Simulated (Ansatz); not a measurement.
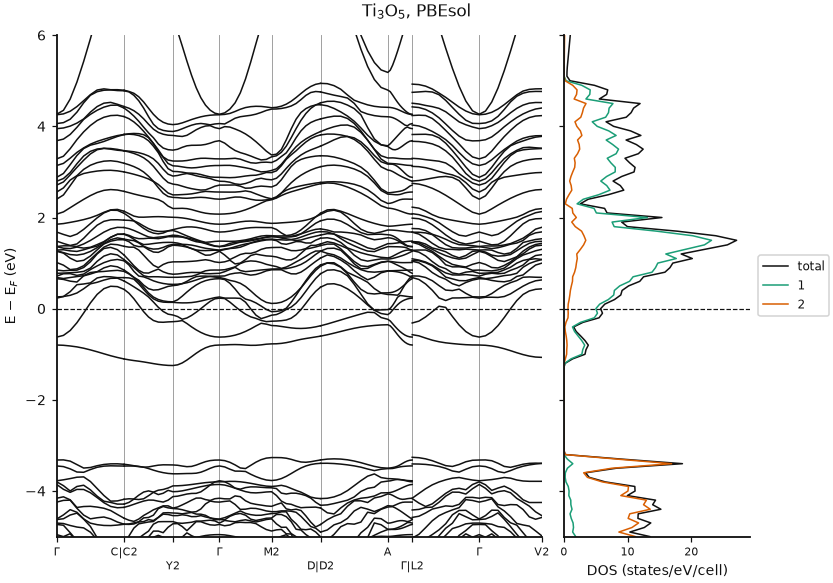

Band structure and density of states. Energies are counted from the Fermi level. The partial curves are projected on Löwdin-orthogonalised atomic shells.

Calculation on Ti₃O₅, space group C2/m (No. 12), 16 atoms in the cell.

Ansatz 0.2.0; DFT PBEsol, scalar-relativistic, plane waves, PAW, no spin polarisation, 10×10×4 k mesh, 420 eV cutoff.

Q: Assign each number in the legend. The candidates: O 2p, Ti 3d.

A: 1 is Ti 3d; 2 is O 2p.

Q: Does this material conduct, going by its bands?

A: A metal: bands cross the Fermi level along this path.
